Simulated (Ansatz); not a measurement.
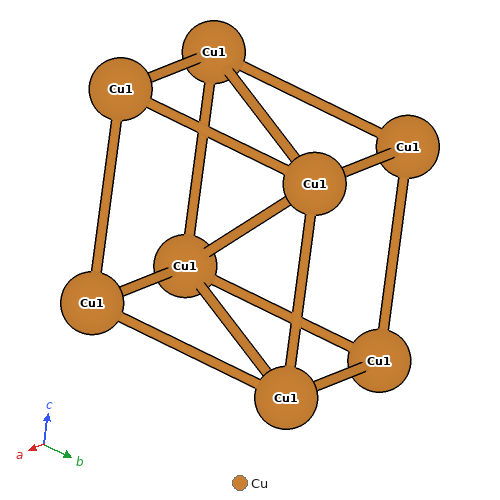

Two computed energy maps of cells of Cu. The picture above is the structure of the first map.

Map 1

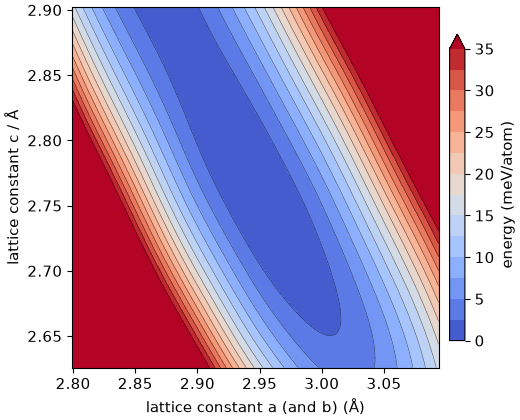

Cu (I4/mmm, No. 139; 1 atom in the cell). The energy is mapped over the lattice constants a and c of the conventional cell. The first coordinate is: lattice constant a (and b); the second: lattice constant c. Nothing is relaxed (symmetry fixes all fractional coordinates). The scan uses a 7 × 7 grid. Points are written as (first, second). All energies are given in meV/atom relative to the lowest grid point. This map comes from DFT PBE, scalar-relativistic, plane waves, PAW in Ansatz. Settings: cutoff 520 eV, k-mesh 22×22×22, gaussian smearing 0.15 eV, no spin polarisation.

In the figure: filled contours, one colour for all values above the top of the scale. Between grid points the surface is interpolated.

Map 2

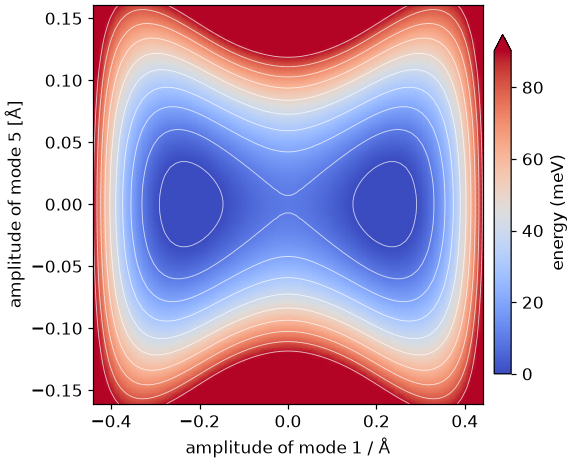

Cu (I4/mmm, No. 139; 2 atoms in the cell). The energy is mapped over two normal modes frozen in (zone-centre modes of the 2-atom cell of this scan, which folds in the wave vector (0, 0, 1/2) of the primitive cell). The first coordinate is: amplitude of mode 1 (50i cm⁻¹), largest displacement; the second: amplitude of mode 5 (157 cm⁻¹), largest displacement. Nothing is relaxed (the cell and all other modes fixed). The scan uses a 7 × 7 grid; 16 points were computed and 33 follow by symmetry. Points are written as (first, second). All energies are given in meV per cell relative to the lowest grid point. Level of theory: DFT PBE, scalar-relativistic, plane waves, PAW (Ansatz 0.2.0). Settings: cutoff 520 eV, k-mesh 20×20×12 in the order of the run's cell vectors, gaussian smearing 0.15 eV, no spin polarisation.

Drawn: a smooth colour map with a few white contour lines, one colour for all values above the top of the scale. Between grid points the surface is interpolated.

Summarise the maps one by one.

Answer. Map 1: The lowest grid point is at (2.947 Å, 2.764 Å). Other grid points that lie below all their neighbours: (2.897 Å, 2.856 Å) (0.8 meV/atom higher); (2.996 Å, 2.672 Å) (1.6 meV/atom higher). The highest grid point, (2.799 Å, 2.626 Å), lies 145 meV/atom above the lowest.
Map 2: The lowest grid point is at (−0.147 Å, 0.000 Å); the map holds 2 wells of about this depth. The bottom of the well lies between grid points, at about (−0.230 Å, 0.000 Å), about 5 meV lower on the interpolated surface. The reference structure, at (0.000 Å, 0.000 Å), is a saddle of this map. No other kind of well shows on this grid. Relaxing all atoms from the lowest point lowers the energy by a further 4.9 meV. The highest grid point, (0.000 Å, −0.161 Å), lies 156 meV above the lowest. On the interpolated surface the easiest way out of the lowest well to a well of about the same depth near (0.147 Å, 0.000 Å) passes a barrier of about 15 meV, counted from the interpolated bottom of the well. The reference (I4/mmm) is not the lowest structure on this map: a distortion lowers the energy (space group Cmcm at the lowest grid point).

Maps 1, 2 start from a relaxed reference structure. Do they show a way to lower its energy?

Answer. Yes. In map 2 the point (−0.147 Å, 0.000 Å) lies 10 meV below the reference. Elsewhere the reference is the lowest point.

PAW datasets: the set soft_1.
